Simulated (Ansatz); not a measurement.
# How high a cutoff does the level of V_Mg in KMgF3 (Pm-3m) need?, part 2 of 2

Question: how much does the plane-wave cutoff change the (−1/−2) level of V_Mg in KMgF3 (Pm-3m), and what does each choice cost? Model: a cell of 40 host atoms with 1 Mg taken out.

Ansatz 0.2.0; plane-wave PAW DFT; relaxations with PBE, then single points with PBE, on supercells at fixed charge in a uniform background.

So far: Set-up; Relaxing both charge states, PBE.

## 3. First setting: 300 eV

Total energies converge slowly with the cutoff, but a level is a difference between cells with the same atoms, so much of the error should cancel. The host is run again at each cutoff. The single points sample one point at (¼, ¼, ¼).

qm2.e300/input.yaml

```yaml
crystal:
  checkpoint: "../qm2.relax.run"
  host: checkpoint
total_charge: -2
basis:
  ecutwfc: 300
  xc_grid: 2
hamiltonian:
  xc: pbe
kpoints:
  mp_grid: { grid: [1, 1, 1], shift: [0.25, 0.25, 0.25] }
scf:
  occupations: { method: fixed }
  max_iter: 60
output:
  forces: true
  charged_corrections:
    epsilon: 2.1
    static_epsilon: 8.18
    defect_position: [0.5, 0.5, 0.5]
  eigenvalues: true
checkpoint:
  write: "../qm2.e300.run"
  compress: false
  write_wavefunctions: false
  write_every: 100000
```

Launch:

```sh
> ansatz run input.yaml --threads 4 --pin off --max-ram 9420MiB --backend cpu --events-out ev --progress --plain --runs-dir out
```

Numbers of over 12 decimals in the logs are rounded to 6 here.

The log of the run:

```text
[...]
Warning: basis.ecutwfc = 300 eV is below the records' recommended 420 eV, and the density's cutoff is lower with it unless basis.ecutrho_ratio is high enough to keep the records' density cutoff: compare with a run at a higher cutoff
crystal.checkpoint: the structure is that of <dir>, a `relax` run, at its step 5: its result, under pbe at a charge of -2 e; 39 atoms read, 0 with a starting moment; no density is read with it (checkpoint.read); crystal.structure_sha256 for this input is
[...]
Crystal: 39 atoms, lattice volume = 532.960 Å³
Basis set: ecut = 300 eV, 6355 PW (Γ), exchange–correlation on 96×96×96 points (8 copies of the dense FFT grid, shifted against one another)
Bands: 195, of which v1, the nominal top of the filled ones, is band 156 counted from 1 (155 counted from 0)
Symmetry: 1 space group operations
[...]
k-points: 1
[...]
SCF iter   1: F=—  HF=-45202.182417 eV  |F-HF|=—  |Δ(HF+E_count)|=         —  Δρ=3.93e-2  dr2=2.90e0  ethr=1.77e-3  ⟨swp⟩=5.0  Hψ=676  notcnv=0  defer=35
[...]
SCF iter   3: F=—  HF=-45201.203347 eV  |F-HF|=—  |Δ(HF+E_count)|=   3.39e-2  Δρ=5.24e-3  dr2=6.55e-2  ethr=8.95e-5  ⟨swp⟩=2.0  Hψ=291  notcnv=0  defer=21
automatic band count: iteration 3 solves 180 bands in place of 195: the levels show a gap, and the empty bands left out lie too high to hold charge; the band table lists the bands solved (type scf.n_extra_bands for more)
SCF iter   4: F=—  HF=-45201.194657 eV  |F-HF|=—  |Δ(HF+E_count)|=   8.69e-3  Δρ=4.61e-4  dr2=1.53e-3  ethr=2.10e-5  ⟨swp⟩=3.0  Hψ=314  notcnv=0  defer=21
[...]
SCF iter   9: F=-45201.188791 eV  HF=-45201.188791 eV  |F-HF|=3.22e-8  |Δ(HF+E_count)|=   3.09e-7  Δρ=4.03e-6  dr2=5.17e-8  ethr=3.21e-11  ⟨swp⟩=13.0  Hψ=889  notcnv=0
SCF 1 converged in 9 iterations: F = -45201.188791 eV  dr2 = 5.17e-8
[...]
SCF converged after 9 iterations
Free energy (F): -45201.188791 eV
[...]
Internal energy: -45201.188791 eV  (E = F + TS)
E sigma→0 (E₀):  -45201.188791 eV
Fermi energy:    2.260130 eV
[...]
--- Forces (eV/Å), atoms counted from 1 ---
  atom   1  K      0.01454391     0.01048524     0.00670085
  atom   2  Mg     0.00016463    -0.00062235     0.00396788
  [... 8 atoms left out ...]
  atom  11  K      0.01125400    -0.01691908     0.00849405
  [... 8 atoms left out ...]
  atom  20  F     -0.09219588     0.00026795    -0.00023366
  atom  21  K     -0.01882332     0.01346590     0.01247944
  [... 6 atoms left out ...]
  atom  28  F      0.00000275    -0.09510280     0.00778299
  [... 2 atoms left out ...]
  atom  31  K     -0.01314594    -0.02046677     0.00944797
  [... 2 atoms left out ...]
  atom  34  F      0.00168149     0.00905955    -0.09478633
  [... 2 atoms left out ...]
  atom  37  F     -0.00455026     0.09332914    -0.00746911
  atom  38  F     -0.00088626    -0.00547991     0.09822170
  atom  39  F      0.09540233    -0.00101210    -0.00048744
  max |Σ_I F_I| component: 2.88e-4 eV/Å
--- Charged-cell corrections in eV (Makov–Payne, q = -2.000 e, ε = 2.100 of the electrons, 8.180 with the ions) ---
[...]
E_corr1          = +4.799202  (monopole, q²α_M/2εL)
  F Makov-Payne    = n/a  (the rows are of the electrons' constant alone; ansatz place-levels tells what screens the charge)
[...]
--- Band table (eV) ---
[...]
```

Run time: 4.4 s. Hardware: 4 threads of Arm Neoverse V1, shared host; peak memory 0.64 GiB; 16 s of CPU time.

The column dr2 measures how far the density is from self-consistency, as an energy; F and HF (Harris–Foulkes) agree once it is small.

Both charges and the host at this setting go to place-levels, which corrects for the image charge and aligns the potentials.

levels.e300.yaml

```yaml
host:
  run: host.e300.run
states: [qm2.e300.run, qm1_M1.e300.run]
geometry_from:
  qm2.e300.run: qm2.relax.run
  qm1_M1.e300.run: qm1_M1.relax.run
```

Launch:

```sh
> ansatz place-levels levels.e300.yaml -- --threads 4 --pin off --max-ram 9420MiB
```

The log of the run:

```text
(-1/-2) 0.839 eV above the valence edge, 6.113 eV under the conduction edge
  edges by pbe, gap 6.951 eV; the host is sampled to repeats of 11.47 Å
  the defect's cells are sampled to repeats of 11.47 Å, like sampling
  charge -1: -45202.6294 eV with its correction of +0.694 eV, at epsilon 8.18, aligned at sites: -0.3860 eV, mean over 25 atomic sites at or beyond 4.05 Å from the defect at [0.5000, 0.5000, 0.5000], with +0.000000 for the charge's moments and without [...]
[...]
of states[1] (qm1_M1.e300.run): how wide its charge is, is not read beside other atoms or cores, and a band state would take no correction. [...]
  of states[0] (qm2.e300.run): how wide its charge is, is not read beside other atoms or cores, and a band state would take no correction. [...]
```

The job ended after 0.11 s (4 threads).

At this setting the gap is 6.951 eV and (−1/−2) lies 0.839 eV above the valence top.

## 4. The other settings

In the defect's inputs only the studied keys change. The next input; the others follow the same pattern (420 eV, 500 eV, 600 eV and 750 eV):

250 eV: its level rests on band edges found in another way, so it is left out of the table.

qm2.e350/input.yaml, as its differences from qm2.e300/input.yaml of step 3:

```diff
@@ -5,3 +5,3 @@
 basis:
-  ecutwfc: 300
+  ecutwfc: 350
   xc_grid: 2
@@ -22,3 +22,3 @@
 checkpoint:
-  write: "../qm2.e300.run"
+  write: "../qm2.e350.run"
   compress: false
```

750 eV: its level rests on band edges found in another way, so it is left out of the table.

## 5. Result against cost

Times of the states on 4 threads of Arm Neoverse V1, shared host; the host is run again at each setting:

```tsv
plane-wave cutoff	gap (eV)	(−1/−2) above the valence top (eV)	under the conduction bottom (eV)	level less that at 600 eV (meV)	time, both charge states	time, host and placing	peak memory of a state (GiB)
300 eV	6.951	0.839	6.113	-39	24 s	3.7 s	0.9
350 eV	6.963	0.874	6.089	-4	29 s	1.8 s	1.0
420 eV	6.962	0.878	6.083	1	35 s	2 s	1.3
500 eV	6.960	0.879	6.081	2	41 s	2.3 s	1.6
600 eV	6.959	0.877	6.082	0	60 s	3.1 s	2.0
```

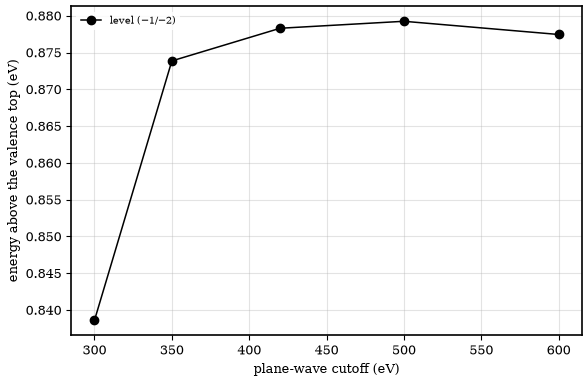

The level against the plane-wave cutoff.

## 6. Summary of results

| Item | Value |
| --- | --- |
| (minus 1/minus 2) level, 300 eV | 0.84 eV |
| (minus 1/minus 2) level, 350 eV | 0.87 eV |
| (minus 1/minus 2) level, 420 eV | 0.88 eV |
| (minus 1/minus 2) level, 500 eV | 0.88 eV |
| (minus 1/minus 2) level, 600 eV | 0.88 eV |

Over the settings in the table the level spans 0.041 eV; from 350 eV on, both the level and its depth under the conduction bottom lie within 0.02 eV of the reference (600 eV, 0.88 eV); 350 eV takes 49 % of its time for the two charge states. The largest miss of the level above the valence top is 39 meV, with 300 eV. The total energy of the charged cell falls by 16.4 eV over the same range, so nearly all of the basis error cancels in the level. Cell and atoms were held and forces were not judged; the files' recommended cutoff is 420 eV. Only the charges −2 and −1 were run, each from one start, so (−1/−2) need not be a change between stable states. Left out of the table: 250 eV (0.78 eV) and 750 eV (0.88 eV), placed on band edges found in another way than the rows above. With nearly degenerate levels at the filling edge in most or all rows, agreement between settings doesn't show that the state itself is settled. At 300 eV, 350 eV, 420 eV, 500 eV and 600 eV a state has next to no gap at its filling edge, or overlapping levels, which makes the level less certain. The program calls the alignment of potentials doubtful in this cell, and the corrections (0.69 and 1.77 eV for the two states) enter the level by their difference, 1.08 eV: its value is uncertain, though the differences between settings are less so. Limits: one k-point off the zone centre stands for the whole zone; the images are only 8.1 Å apart; PBE makes the gap too small and tends to spread out bound carriers.

[Logs are printed without paths, hosts, clocks, repeated set-up lines and the standing remarks that a program may print on its own settings, such as how far it seeks lower states.]

[Hosts, paths, dates, database ids (printed as entryN), source tags and the programs' standing remarks are cut or masked in the printed files.]

[Where a table of states has a column of steps, it counts the stored structures, which are thinned; the runs took as many ionic steps or more.]

[For some hosts the program warned that the k-mesh of the response run may be too coarse for force constants and the static dielectric constant; such warnings are not shown here.]
